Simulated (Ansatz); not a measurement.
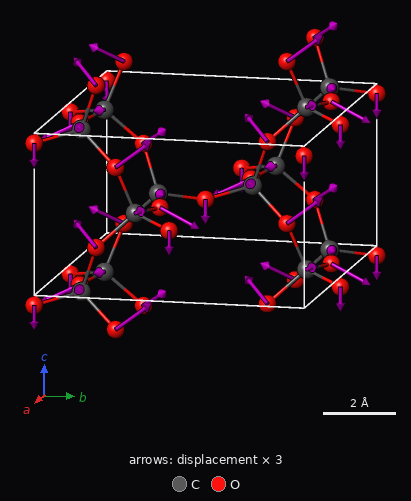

A relaxation of a crystal of CO$_{2}$ (a generated structure, set up in Ima2) (coarse preliminary run). The starting structure is drawn; purple arrows show the displacements (the part carried along by the change of the cell is left out), magnified 3 times.

The picture is a ball-and-stick view of the conventional cell (2 times the calculation's cell), seen slightly off an axis. Lengths and directions refer to the drawn axes.

Case: Si → C on all its sites, cell and atoms relaxed.

Computed with DFT LDA, scalar-relativistic, plane waves, PAW (Ansatz). Settings: plane-wave cutoff 420 eV; k-point mesh 6 × 6 × 6; occupations gaussian; smearing width 0.1 eV; no spin polarisation; cell and atoms relaxed; force threshold 0.05 eV/Å; at most 60 steps.

Which element moves most?

Answer. Oxygen: up to 0.45 Å, against 0.16 Å for carbon.

What did the optimiser do to the structure, and how much energy did it gain?

Answer. The energy falls by 6.475 eV per cell of the calculation in 9 accepted moves (11 points after the start). Largest force component: 1.7 eV/Å at the start, 0.0066 eV/Å at the end. The pressure goes from −29.23 to 0.05 GPa. At 2 points the geometry stayed and the basis and grid were re-selected for the new cell (energy shift of 85.1 meV per cell of the calculation at most each time). The largest moves relative to the cell, 0.45 Å, are those of O atoms. Largest moves by element: O 0.45 Å, C 0.16 Å. The drawn cell changes as follows: a 8.917 → 8.527 Å (−4.4 %), b 7.773 → 6.304 Å (−18.9 %), c 4.638 → 3.986 Å (−14.1 %); the volume changes by −33.3 %. Near-neighbour distances that change, for instance: C–O 1.455 → 1.362 Å, C–O 1.464 → 1.375 Å. Among the angles between lasting bonds that change: C–O–C 148.8° → 121.1°, C–O–C 157.6° → 136.7°, C–O–C 144.0° → 124.4°. The space group stays Ima2 (No. 46). The run took 3.6 min on 2 threads of Arm Neoverse V1, on a shared host, peak memory 0.53 GiB.
